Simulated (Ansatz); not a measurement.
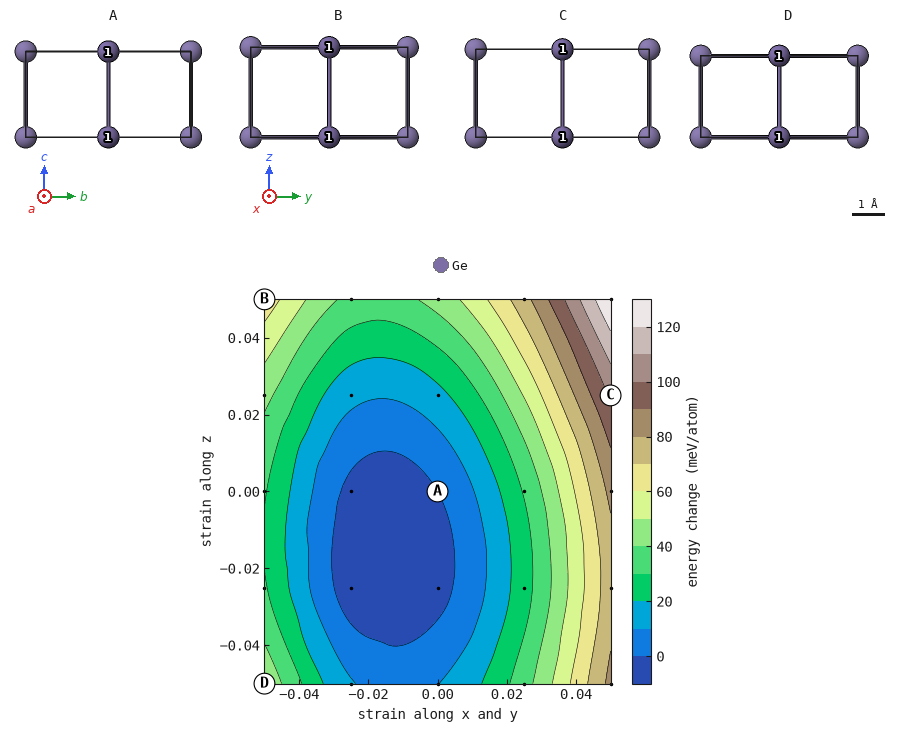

Energy scan for solid Ge (Cmmm), in which the cell is strained equally along x and y and separately along z, with the atoms kept at their fractional coordinates. x, y and z are the Cartesian axes of the input. The map is interpolated between the computed points (dots). The lettered frames are marked on it. A ball-and-stick model of the conventional cell (2 times the calculation's cell), seen along the a axis. Lengths and directions refer to the drawn axes.

The calculation used DFT r2SCAN, scalar-relativistic, plane waves, PAW (Ansatz). (plane-wave cutoff 500 eV; k-point mesh 20 × 20 × 18; occupations gaussian; smearing width 0.15 eV; no spin polarisation). Energies (free energies at the smearing named) are counted from the cell as listed in its source, which wasn't relaxed.

Where is the lowest point of the map, and what else does it tell?

Answer. In pairs of (strain along x and y; strain along z): the lowest computed point lies at (−0.025, −0.025) (−4.6 meV/atom), the highest at (0.050, 0.050) (129.8 meV/atom).  Over the ranges scanned the energy rises more along the first axis, the in-plane strain. The pressure runs from −9.4 GPa at (0.050, 0.050) to 10.4 GPa at (−0.050, −0.050). The frames lie at A (0.000, 0.000): 0.0 meV/atom, B (−0.050, 0.050): 65.4 meV/atom, C (0.050, 0.025): 101.5 meV/atom, D (−0.050, −0.050): 48.0 meV/atom.
